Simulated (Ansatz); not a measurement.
**Bi3O4Cl (C2/c): band gap by G0W0 on LDA**

Wanted: the gap of Bi3O4Cl (C2/c) with a many-body correction, and the time that it takes.

Method: LDA, then G0W0 on it, plane waves, PAW, in Ansatz 0.2.0.

### 1. The structure

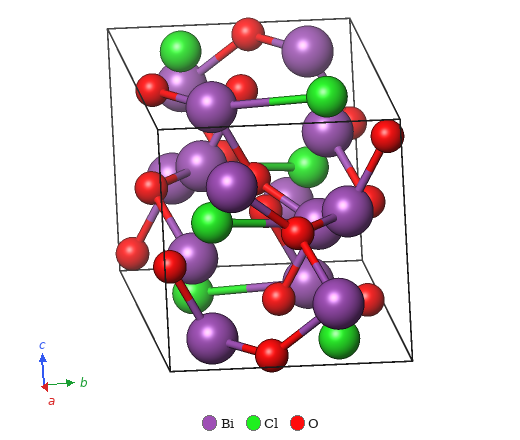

The cell as given, slightly off an axis (bismuth purple, chlorine green, oxygen red). This picture shows the conventional cell, with its axes. Bonds to atoms that aren't drawn are left out. Some periodic images of atoms are drawn too.

Coordinates:

```cif
data_structure
_symmetry_space_group_name_H-M 'P 1'
_symmetry_Int_Tables_number 1
_cell_length_a 10.0457
_cell_length_b 10.0457
_cell_length_c 5.6954
_cell_angle_alpha 105.005
_cell_angle_beta 105.005
_cell_angle_gamma 32.651
_cell_volume 298.60
loop_
_atom_site_label
_atom_site_type_symbol
_atom_site_fract_x
_atom_site_fract_y
_atom_site_fract_z
_atom_site_occupancy
Bi1 Bi 0.29250 0.70750 0.75000 1
Bi2 Bi 0.70750 0.29250 0.25000 1
Bi3 Bi 0.93879 0.35443 0.93320 1
Bi4 Bi 0.64557 0.06121 0.56680 1
Bi5 Bi 0.06121 0.64557 0.06680 1
Bi6 Bi 0.35443 0.93879 0.43320 1
Cl7 Cl 0.00000 0.50000 0.50000 1
Cl8 Cl 0.50000 0.00000 0.00000 1
O9 O 0.05500 0.13120 0.60740 1
O10 O 0.86880 0.94500 0.89260 1
O11 O 0.94500 0.86880 0.39260 1
O12 O 0.13120 0.05500 0.10740 1
O13 O 0.49880 0.63140 0.47940 1
O14 O 0.36860 0.50120 0.02060 1
O15 O 0.50120 0.36860 0.52060 1
O16 O 0.63140 0.49880 0.97940 1
```

The cell and positions come from the Crystallography Open Database and are kept as given unless a step says otherwise. Spin-orbit coupling is left out unless a step names it. The default PAW set here is soft_2. Its files were made with PBE.

### 2. The LDA band structure

Levels along a band path and on the mesh show where this functional puts the band edges.

This step: DFT, LDA, plane waves, PAW.

The input, input.yaml:

```yaml
crystal:
  lattice:
    - [9.6406818171, -2.8238, 0.0]
    - [9.6406818171, 2.8238, 0.0]
    - [-1.5365156966, 0.0, 5.484222887]
  atoms:
    - { symbol: Bi, position: [0.2925, 0.7075, 0.75] }
    - { symbol: Bi, position: [0.7075, 0.2925, 0.25] }
    - { symbol: Bi, position: [0.93879, 0.35443, 0.9332] }
    - { symbol: Bi, position: [0.64557, 0.06121, 0.5668] }
    - { symbol: Bi, position: [0.06121, 0.64557, 0.0668] }
    - { symbol: Bi, position: [0.35443, 0.93879, 0.4332] }
    - { symbol: Cl, position: [0.0, 0.5, 0.5] }
    - { symbol: Cl, position: [0.5, 0.0, 0.0] }
    - { symbol: O, position: [0.055, 0.1312, 0.6074] }
    - { symbol: O, position: [0.8688, 0.945, 0.8926] }
    - { symbol: O, position: [0.945, 0.8688, 0.3926] }
    - { symbol: O, position: [0.1312, 0.055, 0.1074] }
    - { symbol: O, position: [0.4988, 0.6314, 0.4794] }
    - { symbol: O, position: [0.3686, 0.5012, 0.0206] }
    - { symbol: O, position: [0.5012, 0.3686, 0.5206] }
    - { symbol: O, position: [0.6314, 0.4988, 0.9794] }
kpoints:
  mp_grid: { grid: [4, 4, 4] }
  band_path:
    path:
      - [[0.0, 0.0, 0.0], [-0.27313186, 0.27313186, 0.0]]
      - [[-0.72686814, -0.27313186, 0.0], [-0.5, -0.5, 0.0], [0.0, 0.0, 0.0], [-0.5, -0.5, 0.5], [-0.74799509, -0.25200491, 0.5]]
      - [[-0.25200491, 0.25200491, 0.5], [0.0, 0.0, 0.5], [0.0, 0.0, 0.0]]
      - [[-0.5, 0.0, 0.5], [0.0, 0.0, 0.0], [-0.5, 0.0, 0.0]]
    npoints: 10
hamiltonian:
  xc: lda
scf:
  occupations: { method: fermi_dirac, width: 0.02 }
  n_extra_bands: 9
output:
  eigenvalues: true
```

The run is started by

```sh
> ansatz run input.yaml --threads 16 --pin off --max-ram 82944MiB --backend cuda --events-out ev --progress --plain --runs-dir out --devices 1 --max-vram 78GiB
```

Numbers of over 12 decimals in the logs are rounded to 6 here.

What it wrote:

```text
scf.n_extra_bands = 9 over 76 filled bands (N_el = 152.0): the run solves 85 bands
GPUs: using 1 of 1 available (devices: 1).
Engine: ansatz 0.2.0, aarch64-unknown-linux-gnu
Pseudopotentials: kind: paw
Pseudopotential: Bi, paw, valence charge 15, recommended cutoff 420 eV (normal), Bi.paw.azcp
Pseudopotential: Cl, paw, valence charge 7, recommended cutoff 420 eV (normal), Cl.paw.azcp
Pseudopotential: O, paw, valence charge 6, recommended cutoff 420 eV (normal), O.paw.azcp
Functional definition: SPW92
  exchange = slater_x
  correlation = pw_c
device memory: the entry about to start is reckoned to put 6.7 GiB on a device that reports 182.5 GiB free (of which the cap on the GPU budget leaves the run 78.0 GiB)
GPU FFT provider: cuFFT
GPU libraries: cuBLAS 13.8.1, cuFFT 12.4.0, cuSOLVER 12.3.2
GPU matrix products: emulated (plane waves: as basis.precision tells), large ones in fixed point in workspaces of 1.00 GiB
Crystal: 16 atoms, lattice volume = 298.598 Å³
Basis set: ecut = 420 eV, 5857 PW (Γ)
Bands: 85, of which v1, the nominal top of the filled ones, is band 76 counted from 1 (75 counted from 0)
Symmetry: 4 space group operations
Space group: C2/c (ITA 15), of the structure as read, at distance tolerance 6.7e-5 Å
k-points: 24 of 64
Non-local potential: Bi, projectors of the file, l = 0: 2, l = 1: 2, l = 2: 2, l = 3: 2
Non-local potential: Cl, projectors of the file, l = 0: 2, l = 1: 2, l = 2: 2
Non-local potential: O, projectors of the file, l = 0: 2, l = 1: 2, l = 2: 1
PAW form: soft (Blöchl's): semilocal exchange-correlation on the pseudo side does not see the compensation charge
PAW frozen core: Bi, regenerated for the run's functional, and the local potential with it (the file was generated under x = pbe(κ = 0.804, μ = 0.219515), c = pbe(β = 0.066725))
PAW frozen core: Cl, regenerated for the run's functional, and the local potential with it (the file was generated under x = pbe(κ = 0.804, μ = 0.219515), c = pbe(β = 0.066725))
PAW frozen core: O, regenerated for the run's functional, and the local potential with it (the file was generated under x = pbe(κ = 0.804, μ = 0.219515), c = pbe(β = 0.066725))
PAW one-centre angular grid: Bi, 590 points (default); XC on 64 Gauss nodes
PAW one-centre angular grid: Cl, 110 points (default); XC on 64 Gauss nodes
PAW one-centre angular grid: O, 110 points (default); XC on 64 Gauss nodes
Initial density: superposition of atomic densities (neutral atoms: chi_scale 0, normalization atom), corrected by the library's trained network
Initial wavefunctions: pseudopotential atomic-orbital guess
GPU buffer pool allocated for 207360 grid points (all kernels)
GPU transforms: local potential and band sums: pruned to the plane-wave sphere, on 72×72×40
Functional: x = slater, c = lda
SCF iter   1: F=—  HF=-79045.016674 eV  |F-HF|=—  |Δ(HF+E_count)|=         —  Δρ=1.42e-2  dr2=6.15e-1  ethr=1.77e-3  ⟨swp⟩=6.0  Hψ=7885  notcnv=0
preconditioner: auto → Resta (q_TF=auto, 2.438 Å⁻¹)  ε∞=3.6  [insulator: Δε(μ)=2.323 eV  Ē_g=16.351 eV  σ=0.020 eV  W_gap=1.00  n_scr=62 (ndim 8)  ℏωp=26.5 eV  f_vac=0.034  D(μ)=0.00/eV (n_scr^D=0)  ε∞_Penn≈3.6]
SCF iter   2: F=—  HF=-79044.901538 eV  |F-HF|=—  |Δ(HF+E_count)|=   1.15e-1  Δρ=6.40e-3  dr2=1.05e-1  ethr=4.05e-4  ⟨swp⟩=2.5  Hψ=3881  notcnv=0  defer=24
SCF iter   3: F=—  HF=-79044.880791 eV  |F-HF|=—  |Δ(HF+E_count)|=   2.07e-2  Δρ=2.00e-3  dr2=9.43e-3  ethr=6.94e-5  ⟨swp⟩=2.3  Hψ=2938  notcnv=0  defer=24
SCF iter   4: F=—  HF=-79044.878242 eV  |F-HF|=—  |Δ(HF+E_count)|=   2.55e-3  Δρ=5.87e-4  dr2=9.79e-4  ethr=6.21e-6  ⟨swp⟩=2.3  Hψ=3301  notcnv=0  defer=24
SCF iter   5: F=—  HF=-79044.877972 eV  |F-HF|=—  |Δ(HF+E_count)|=   2.70e-4  Δρ=3.78e-4  dr2=4.33e-4  ethr=6.44e-7  ⟨swp⟩=2.0  Hψ=3081  notcnv=0  defer=24
SCF iter   6: F=—  HF=-79044.878032 eV  |F-HF|=—  |Δ(HF+E_count)|=   6.04e-5  Δρ=7.65e-5  dr2=1.55e-5  ethr=2.85e-7  ⟨swp⟩=2.0  Hψ=2736  notcnv=0  defer=24
SCF iter   7: F=—  HF=-79044.878331 eV  |F-HF|=—  |Δ(HF+E_count)|=   2.99e-4  Δρ=1.66e-5  dr2=9.90e-7  ethr=1.02e-8  ⟨swp⟩=2.3  Hψ=3182  notcnv=0  defer=24
SCF iter   8: F=-79044.878331 eV  HF=-79044.878331 eV  |F-HF|=8.69e-9  |Δ(HF+E_count)|=   3.84e-7  Δρ=2.90e-6  dr2=3.08e-8  ethr=6.58e-11  ⟨swp⟩=7.0  Hψ=7214  notcnv=0
SCF 1 converged in 8 iterations: F = -79044.878331 eV  dr2 = 3.08e-8
  greatest PAW one-centre occupation: 0.992 electrons in one spin orbital (limit 2), on the Bi atom at site 0 (counted from 0), in its partial waves of l = 2
device memory: the entry about to start is reckoned to put 20.6 GiB on a device that reports 182.5 GiB free (of which the cap on the GPU budget leaves the run 78.0 GiB)
NSCF: frozen V_eff on 94 k-points, pencils in batches of 32, up to order 376
SCF converged after 8 iterations
Free energy (F): -79044.878331 eV
Harris-Foulkes:  -79044.878331 eV  (|F-HF|=8.69e-9)
Internal energy: -79044.878331 eV  (E = F + TS)
E sigma→0 (E₀):  -79044.878331 eV
Fermi energy:    8.655952 eV
--- Per-component energies (eV) ---
  E_band       = -742.277793
  E_kinetic    = 3523.515280
  E_local      = -14006.760369  (includes V_loc(G=0)·N_el)
  E_nonlocal   = 3870.185581
  E_hartree    = 4879.672320
  E_xc         = -1693.879881
  E_vxc        = -1854.935096  (∫ρ·V_xc dr)
  E_paw        = -64548.442196  (= ΣΔE_a)
  E_vpaw       = -2033.653474  (= ΣTr[D̂ρ^β])
  E_aug_tail   = 0.016293  (compensation charges beyond the density's cutoff)
  E_ewald      = -11070.312406
  E_core_change = 1.127046  (= ΣΔE_core)
  E_smearing   = -0.000000  (= −TS)
  E_closure    = -0.000000  (closes the sum)
  Σ components = -79044.878331   (vs F -79044.878331, Δ=0.00e0)
--- Band table (eV; the first three rows and the last of 24) ---
  k-point 0: bands = [... 72 lower, 6.6346, 6.7635, 6.8433, 7.1283, 10.1107, 10.3092, 10.5710, 10.9148, ... 5 higher]
  k-point 1: bands = [... 72 lower, 6.7149, 6.7300, 6.9576, 7.1785, 10.3969, 10.6155, 10.8331, 11.0695, ... 5 higher]
  k-point 2: bands = [... 72 lower, 6.7291, 6.7291, 7.0779, 7.0779, 10.4593, 10.4593, 11.2228, 11.2228, ... 5 higher]
  k-point 23: bands = [... 72 lower, 6.7785, 6.7785, 7.0301, 7.0301, 10.8550, 10.8550, 11.2589, 11.2589, ... 5 higher]
```

It took 1.9 s on 1 × NVIDIA GB200 (shared by 2 runs) with 16 threads of Arm Neoverse V2, shared host; peak memory 1.2 GiB.

This step gave:

- filled bands: 76
- gap: 2.476 eV
- valence top at: V_2
- conduction bottom at: Y_2
- least direct gap: 2.513 eV

Over mesh and path the gap is 2.476 eV, from k = (-0.500, 0.000, 0.000) to k = (-0.500, -0.500, 0.000). The least direct gap found is 2.513 eV, at k = (-0.500, -0.500, 0.000).

Electronic bands along the path, in eV, zero at the top of the highest nominally filled band:

| point | band 73 | band 74 | band 75 | band 76 | band 77 | band 78 | band 79 | band 80 |
| --- | --- | --- | --- | --- | --- | --- | --- | --- |
| Γ | -0.77 | -0.64 | -0.56 | -0.27 | 2.71 | 2.91 | 3.17 | 3.51 |
| C | -0.88 | -0.73 | -0.68 | 0.00 | 3.04 | 3.47 | 3.81 | 3.82 |
| jump to C2 | -0.88 | -0.73 | -0.68 | 0.00 | 3.04 | 3.47 | 3.81 | 3.82 |
| Y2 | -0.74 | -0.71 | -0.43 | -0.04 | 2.48 | 3.27 | 3.44 | 3.75 |
| Γ | -0.77 | -0.64 | -0.56 | -0.27 | 2.71 | 2.91 | 3.17 | 3.51 |
| M2 | -0.62 | -0.62 | -0.37 | -0.37 | 3.45 | 3.45 | 3.86 | 3.86 |
| D | -0.56 | -0.56 | -0.19 | -0.19 | 3.00 | 3.00 | 4.06 | 4.06 |
| jump to D2 | -0.56 | -0.56 | -0.19 | -0.19 | 3.00 | 3.00 | 4.06 | 4.06 |
| A | -0.67 | -0.67 | -0.32 | -0.32 | 3.06 | 3.06 | 3.82 | 3.82 |
| Γ | -0.77 | -0.64 | -0.56 | -0.27 | 2.71 | 2.91 | 3.17 | 3.51 |
| jump to L2 | -0.79 | -0.45 | -0.22 | -0.16 | 2.99 | 3.02 | 3.94 | 4.24 |
| Γ | -0.77 | -0.64 | -0.56 | -0.27 | 2.71 | 2.91 | 3.17 | 3.51 |
| V2 | -0.84 | -0.81 | -0.70 | 0.00 | 3.08 | 3.57 | 3.78 | 3.89 |

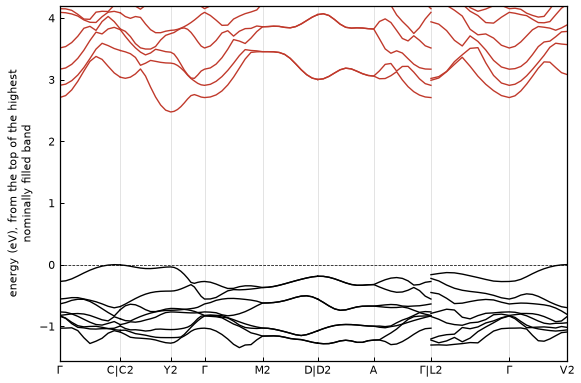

Electronic bands along the path; lines of filled and empty bands in two colours.

(Continued in part 2 of 2.)

[Paths, hosts, dates, memory and timing lines, banners, echoed tables and standing remarks are left out of the program output.]

[Logs are printed without paths, hosts, clocks, repeated set-up lines and the standing remarks that a program may print on its own settings, such as how far it seeks lower states.]

[Runs of the session that timed out or met a known fault of the program may be left out.]

[Cells called generated may have been cut or substituted from an entry of the Crystallography Open Database or the Materials Project.]

[Hosts, paths, dates, database ids (printed as entryN), source tags and the programs' standing remarks are cut or masked in the printed files.]

[Where an RPA ε∞ is given, it is that of the G0W0 mesh and is not shown converged in it. Names of k-points follow the symmetry that the program found, which can be lower than the space group named. Band edges on a path are those of the sampled points; other points can move an edge, and change direct to indirect where valleys lie close.]

[Hybrid gaps are those of their k-mesh and are not shown converged in it.]
